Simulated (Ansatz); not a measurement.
**Single-point calculation, with input and output: CuI (part 1 of 2)**

CuI (F-43m, 2 atoms in the cell), computed with DFT, PBE, PAW with Ansatz's default frozen-core files, fully relativistic files with spin-orbit coupling (Ansatz 0.2.0).

The structure derives from an entry of the Crystallography Open Database. It belongs to a series of runs on one base structure; here: spin-orbit coupling on, PAW files. Figures and captions count atoms from 1; the log counts them from 0 in places.

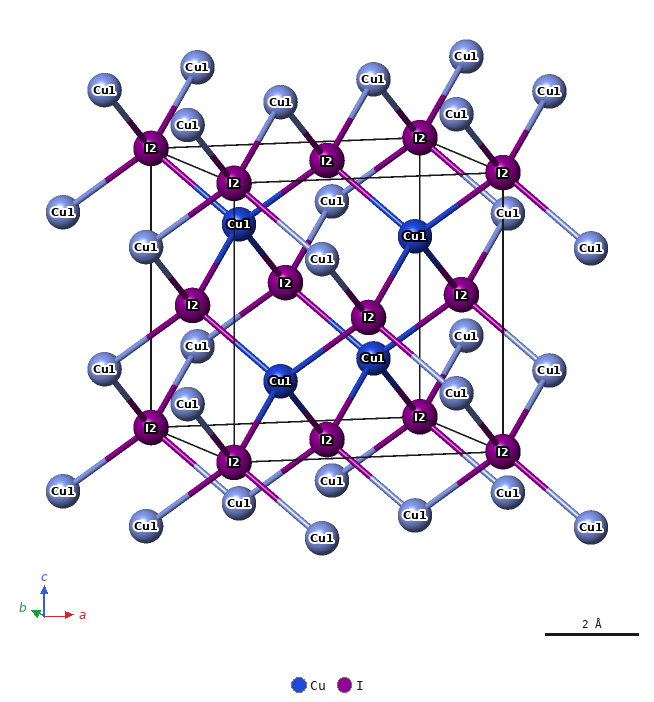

**Figure 1.** The structure (ball-and-stick view of the cell 4 times as large as that of the calculation, set on its symmetry axes, seen slightly off an axis; neighbours outside the cell are drawn fainter; atoms are numbered from 1 in the order of the input). An atom can appear more than once, as a periodic image. Near neighbours in the periodic cell (some may lie outside the picture): Cu has 4 I at 2.63 Å; I has 4 Cu at 2.63 Å.

### The input
```yaml
crystal:
  lattice:
    - [0.0, 3.0315, 3.0315]
    - [3.0315, 0.0, 3.0315]
    - [3.0315, 3.0315, 0.0]
  atoms:
    - { symbol: Cu, position: [0.75, 0.75, 0.75] }
    - { symbol: I, position: [0.0, 0.0, 0.0] }
kpoints:
  mp_grid: { grid: [9, 9, 9] }
  band_path:
    path:
      - [0.0, 0.0, 0.0]
      - [-0.5, -0.5, 0.0]
      - [-0.375, -0.375, 0.25]
      - [-0.375, 0.0, 0.375]
      - [0.0, 0.0, 0.0]
      - [0.0, 0.0, 0.5]
      - [-0.5, -0.25, 0.25]
      - [-0.5, -0.5, 0.0]
    npoints: 5
scf:
  occupations: { method: fermi_dirac, width: 0.03 }
hamiltonian:
  xc: pbe
  pseudopotentials: { kind: paw_fr }
output:
  forces: true
  stress: true
  eigenvalues: true
  efg: { contact_densities: true }
  write_density: true
  write_potential: true
  elf: true
  volumetric_format: npy
magnetization:
  noncollinear: true
  spin_orbit: true
```

Machine: 1 thread of Arm Neoverse V1, 24 GiB of memory available, shared host.

Launch command:
```bash
ansatz run input.yaml --threads 1 --pin off --max-ram 2048MiB --backend cpu --events-out ev --progress --plain --runs-dir out
```

### The program's output
```
Engine: ansatz 0.2.0, aarch64-unknown-linux-gnu
Pseudopotentials: kind: paw_fr
Pseudopotential: Cu, paw_fr, valence charge 19, recommended cutoff 420 eV (normal), Cu.paw.azcp#standard-fr
Pseudopotential: I, paw_fr, valence charge 17, recommended cutoff 420 eV (normal), I.paw.azcp#standard-fr
Functional definition: PBE
  parameter kappa = 0.804
  parameter beta = 0.06672455060314922
  exchange = pbe_x(kappa = kappa, mu = beta*pi^2/3)
  correlation = pbe_c(beta = beta)
non-collinear run that drives no moment, with spin-orbit: no starting moment large enough to seed its density (crystal.atoms[].spin), no starting occupations that ask for one, no magnetisation constraint and no magnetic field, so the semilocal B_xc is pinned to zero
Crystal: 2 atoms, lattice volume = 55.719 Å³
Basis set: ecut = 420 eV, 1067 PW (Γ), exchange–correlation on 60×60×60 points (8 copies of the dense FFT grid, shifted against one another)
Bands: 44, of which v1, the nominal top of the filled ones, is band 36 counted from 1 (35 counted from 0)
Symmetry: 24 space group operations + 24 with time reversal
Magnetic group: BNS 216.75 (UNI 1577), of the structure as read, at distance tolerance 3.8e-5 Å
k-points: 35 of 729 (time reversal used)
Projection manifold: j_resolved (fully-relativistic pseudo-atomic orbitals)
Non-local potential: Cu, projectors of the file, l = 0: 3, l = 1: 4, l = 2: 6, l = 3: 2
Non-local potential: I, projectors of the file, l = 0: 2, l = 1: 4, l = 2: 4, l = 3: 4
PAW form: soft (Blöchl's): semilocal exchange-correlation on the pseudo side does not see the compensation charge
PAW one-centre angular grid: Cu, 590 points (default); XC on 64 Gauss nodes
PAW one-centre angular grid: I, 590 points (default); XC on 96 Gauss nodes
Initial density: superposition of atomic densities (chi_scale 0.1, normalization cell, long waves kept (reshape's long-wave potential 0.00 eV rms))
Initial wavefunctions: pseudopotential atomic-orbital guess
Functional: x = pbe(κ = 0.804, μ = 0.2195149727645171), c = pbe(β = 0.06672455060314922)
SCF iter   1: F=—  HF=-14142.742948 eV  |F-HF|=—  |Δ(HF+E_count)|=         —  Δρ=7.64e-2  dr2=3.39e0  dr2_m=0.00e0 (ungated)  ethr=3.10e-3  |M|=0.00e0 ∫|m|=0.00e0 μB  |m|>n=0.0e0 m-floor=0.0e0 τ_xc=0.0e0  β_m=0.30  ⟨swp⟩=11.1  Hψ=8764  notcnv=0
preconditioner: auto → none  [insulator: Δε(μ)=1.274 eV  Ē_g=10.078 eV  σ=0.030 eV  W_gap=1.00  n_scr=14 (ndim 8)  ℏωp=21.1 eV  f_vac=0.154  D(μ)=0.00/eV (n_scr^D=0)  ε∞_Penn≈5.4]
SCF iter   2: F=—  HF=-14141.874152 eV  |F-HF|=—  |Δ(HF+E_count)|=   8.69e-1  Δρ=3.90e-2  dr2=4.45e-1  dr2_m=0.00e0 (ungated)  ethr=3.10e-3  |M|=0.00e0 ∫|m|=0.00e0 μB  |m|>n=0.0e0 m-floor=0.0e0 τ_xc=0.0e0  β_m=0.27  ⟨swp⟩=3.1  Hψ=3342  notcnv=0  defer=114
SCF iter   3: F=—  HF=-14141.757460 eV  |F-HF|=—  |Δ(HF+E_count)|=   1.17e-1  Δρ=1.09e-2  dr2=9.11e-2  dr2_m=0.00e0 (ungated)  ethr=1.24e-3  |M|=0.00e0 ∫|m|=0.00e0 μB  |m|>n=0.0e0 m-floor=0.0e0 τ_xc=0.0e0  β_m=0.36  ⟨swp⟩=2.0  Hψ=2447  notcnv=0  defer=114
SCF iter   4: F=—  HF=-14141.752625 eV  |F-HF|=—  |Δ(HF+E_count)|=   4.83e-3  Δρ=8.40e-3  dr2=2.06e-2  dr2_m=0.00e0 (ungated)  ethr=2.53e-4  |M|=0.00e0 ∫|m|=0.00e0 μB  |m|>n=0.0e0 m-floor=0.0e0 τ_xc=0.0e0  β_m=0.67  ⟨swp⟩=3.1  Hψ=2460  notcnv=0  defer=114
SCF iter   5: F=—  HF=-14141.764494 eV  |F-HF|=—  |Δ(HF+E_count)|=   1.19e-2  Δρ=1.15e-3  dr2=7.85e-4  dr2_m=0.00e0 (ungated)  ethr=5.73e-5  |M|=0.00e0 ∫|m|=0.00e0 μB  |m|>n=0.0e0 m-floor=0.0e0 τ_xc=0.0e0  β_m=0.64  ⟨swp⟩=2.0  Hψ=2545  notcnv=0  defer=114
SCF iter   6: F=—  HF=-14141.764679 eV  |F-HF|=—  |Δ(HF+E_count)|=   1.85e-4  Δρ=1.24e-3  dr2=7.41e-4  dr2_m=0.00e0 (ungated)  ethr=2.18e-6  |M|=0.00e0 ∫|m|=0.00e0 μB  |m|>n=0.0e0 m-floor=0.0e0 τ_xc=0.0e0  β_m=0.79  ⟨swp⟩=2.0  Hψ=2783  notcnv=0  defer=114
SCF iter   7: F=—  HF=-14141.764530 eV  |F-HF|=—  |Δ(HF+E_count)|=   1.49e-4  Δρ=4.17e-5  dr2=5.32e-7  dr2_m=0.00e0 (ungated)  ethr=2.06e-6  |M|=0.00e0 ∫|m|=0.00e0 μB  |m|>n=0.0e0 m-floor=0.0e0 τ_xc=0.0e0  β_m=0.81  ⟨swp⟩=2.0  Hψ=1778  notcnv=0  defer=114
SCF iter   8: F=—  HF=-14141.764529 eV  |F-HF|=—  |Δ(HF+E_count)|=   1.75e-7  Δρ=3.84e-5  dr2=7.70e-7  dr2_m=0.00e0 (ungated)  ethr=2.78e-10  |M|=0.00e0 ∫|m|=0.00e0 μB  |m|>n=0.0e0 m-floor=0.0e0 τ_xc=0.0e0  β_m=0.81  ⟨swp⟩=18.1  Hψ=14498  notcnv=0
SCF iter   9: F=-14141.764529 eV  HF=-14141.764529 eV  |F-HF|=7.23e-9  |Δ(HF+E_count)|=   1.67e-7  Δρ=4.70e-6  dr2=8.94e-9  dr2_m=0.00e0 (ungated)  ethr=2.78e-10  |M|=0.00e0 ∫|m|=0.00e0 μB  |m|>n=0.0e0 m-floor=0.0e0 τ_xc=0.0e0  ⟨swp⟩=8.0  Hψ=10211  notcnv=0
SCF 1 converged in 9 iterations: F = -14141.764529 eV  dr2 = 8.94e-9
  greatest PAW one-centre occupation: 1.000 electrons in one spin orbital (limit 2), on the Cu atom at site 0 (counted from 0), in its partial waves of l = 0
```

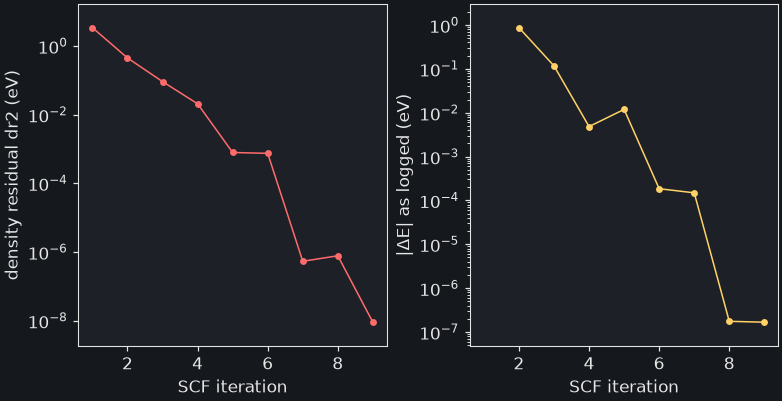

**Figure 2.** Convergence of the self-consistent field: density residual dr2 and size of the energy change against the SCF iteration. The residual falls almost steadily, with no more than small rises.

```
NSCF: frozen V_eff on 36 k-points
SCF converged after 9 iterations
Magnetization: |M| = 0.0000 μB,  M = (+0.0000, +0.0000, +0.0000) μB
Absolute magnetization: 0.0000 μB (∫|m|)
  site 0: m = (+0.0000, +0.0000, +0.0000) μB, |m| = 0.0000 μB  (R = 1.08 Å)
  site 1: m = (+0.0000, +0.0000, +0.0000) μB, |m| = 0.0000 μB  (R = 1.08 Å)
Free energy (F): -14141.764529 eV
Harris-Foulkes:  -14141.764529 eV  (|F-HF|=7.23e-9)
Internal energy: -14141.764529 eV  (E = F + TS)
E sigma→0 (E₀):  -14141.764529 eV
Fermi energy:    8.810223 eV
--- Per-component energies (eV) ---
  E_band       = -867.229534
  E_kinetic    = 489.742244
  E_local      = -7622.924869  (includes V_loc(G=0)·N_el)
  E_nonlocal   = 313.795249
  E_hartree    = 3543.040513
  E_xc         = -215.401327
  E_vxc        = -241.184483  (∫ρ·V_xc dr)
  E_paw        = -6495.885184  (= ΣΔE_a)
  E_vpaw       = -892.728771  (= ΣTr[D̂ρ^β])
  E_aug_tail   = 0.000297  (compensation charges beyond the density's cutoff)
  E_ewald      = -4154.131452
  E_smearing   = -0.000000  (= −TS)
  E_closure    = -0.000000  (closes the sum)
  Σ components = -14141.764529   (vs F -14141.764529, Δ=0.00e0)
--- Forces (eV/Å), atoms counted from 1 ---
  atom   1  Cu     0.00000000     0.00000000    -0.00000000
  atom   2  I     -0.00000000    -0.00000000    -0.00000000
  max |Σ_I F_I| component: 8.10e-18 eV/Å
--- Stress (GPa, compression-positive) ---
        0.376538       0.000000       0.000000
       -0.000000       0.376538       0.000000
        0.000000       0.000000       0.376538
  P = ⅓ Tr σ = 0.3765 GPa (3.765 kbar)
--- PAW observables at the nuclei: V_zz in 10²¹ V/m², potentials from the cell's mean, atoms counted from 1 ---
  atom   1  Cu V_zz =    -0.000000   η = 0.0000   by run symmetry: forbidden
            electrostatic potential = -3755.752707 V   contact ρ = 147630.977605 e/Å³
  atom   2  I  V_zz =    +0.000000   η = 0.0000   by run symmetry: forbidden
            electrostatic potential = -8896.552968 V   contact ρ = 1609015.012713 e/Å³
--- Band table (eV; the first three rows and the last of 35) ---
  k-point 0: bands = ["-103.3255", "-103.3255", "-62.4920", "-62.4920", "-59.9060", "-59.9060", "-59.9060", "-59.9060", "-38.5584", "-38.5584", "-38.5584", "-38.5584", "-36.8485", "-36.8485", "-36.8454", "-36.8454", "-36.8454", "-36.8454", "-5.8554", "-5.8554", "4.0732", "4.0732", "4.6574", "4.6574", "4.6574", "4.6574", "6.3029", "6.3029", "6.3029", "6.3029", "7.8879", "7.8879", "8.3144", "8.3144", "8.3144", "8.3144", "9.2811", "9.2811", "12.9804", "12.9804", "13.0581", "13.0581", "13.0581", "13.0581"]
  k-point 1: bands = ["-103.3255", "-103.3255", "-62.4920", "-62.4920", "-59.9060", "-59.9060", "-59.9060", "-59.9060", "-38.5584", "-38.5584", "-38.5584", "-38.5584", "-36.8485", "-36.8485", "-36.8454", "-36.8454", "-36.8454", "-36.8454", "-5.7975", "-5.7975", "3.9647", "3.9647", "4.5364", "4.5364", "4.6547", "4.6717", "6.2786", "6.2900", "6.2900", "6.3254", "7.5957", "7.5957", "7.9791", "7.9791", "8.1908", "8.2282", "9.8892", "9.8892", "12.9348", "12.9348", "13.1801", "13.1801", "13.2347", "13.2446"]
  k-point 2: bands = ["-103.3255", "-103.3255", "-62.4920", "-62.4920", "-59.9060", "-59.9060", "-59.9060", "-59.9060", "-38.5584", "-38.5584", "-38.5583", "-38.5583", "-36.8484", "-36.8484", "-36.8455", "-36.8455", "-36.8453", "-36.8453", "-5.6437", "-5.6437", "3.5245", "3.5245", "4.4007", "4.4007", "4.6617", "4.6891", "6.2624", "6.2624", "6.2687", "6.3484", "7.0219", "7.0219", "7.7456", "7.7456", "7.9342", "7.9967", "10.3859", "10.3859", "13.3573", "13.3573", "13.5167", "13.5167", "13.5581", "13.5727"]
```
